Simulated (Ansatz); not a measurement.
Single-point calculation of TiNi

- system: TiNi (2 atoms in the cell)
- method: DFT, r2SCAN, plane waves, PAW (Ansatz 0.2.0)

The structure derives from a Materials Project entry.

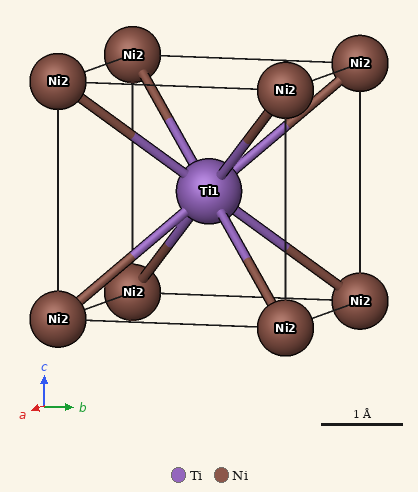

Fig. 1: The structure (ball-and-stick view of the cell of the calculation, seen slightly off an axis; atoms are numbered from 1 in the order of the input). Near neighbours in the crystal (not all of them lie inside the picture): Ti has 8 Ni at 2.59 Å; Ni has 8 Ti at 2.59 Å.

Input file
```yaml
crystal:
  lattice:
    - [2.98806613, 0.0, 0.0]
    - [0.0, 2.98806613, 0.0]
    - [0.0, 0.0, 2.98806613]
  atoms:
    - { symbol: Ti, position: [0.5, 0.5, 0.5], spin: 18.5 }
    - { symbol: Ni, position: [0.0, 0.0, 0.0], spin: 18.5 }
magnetization:
  spin_polarized: true
  initial_magnetization: 37.0
  spin_locking: { lock_magnetization: hard }
kpoints:
  mp_grid: { grid: [11, 11, 11] }
scf:
  occupations: { method: fermi_dirac, width: 0.05 }
  max_iter: 60
  lower_state_search: "off"
hamiltonian:
  xc: r2scan
  pseudopotentials: { kind: paw }
output:
  forces: true
  stress: true
  eigenvalues: true
```

Launched with:
```bash
ansatz run input.yaml --threads 1 --pin off --max-ram 3072MiB --backend cpu --events-out ev --progress --plain --runs-dir out
```

Log
```
Error: inconsistent input (magnetization.initial_magnetization, magnetization.spin_locking.lock_magnetization): the lock holds the spin channels at N_up = (N_el + M)/2 = 33.5 and N_down = (N_el − M)/2 = -3.5 electrons (N_el = 30, M = 37) — |M| > N_el leaves a channel with a negative electron count; set |initial_magnetization| ≤ N_el
```

Outcome

- outcome: refused by the program
- space group (tolerance 0.01 Å): Pm-3m (221)
- hardware: 1 thread of Arm Neoverse V1, 24 GiB of memory available, shared host

What went wrong

Some settings of this run were drawn to be unusual or wrong. The program refused the input: “inconsistent input (magnetization.initial_magnetization, magnetization.spin_locking.lock_magnetization): the lock holds the spin channels at N_up = (N_el + M)/2 = 33.5 and N_down = (N_el − M)/2 = -3.5 electrons (N_el = 30, M = 37) — |M| > N_el leaves a channel with a negative electron count; set |initial_magnetization| ≤ N_el”
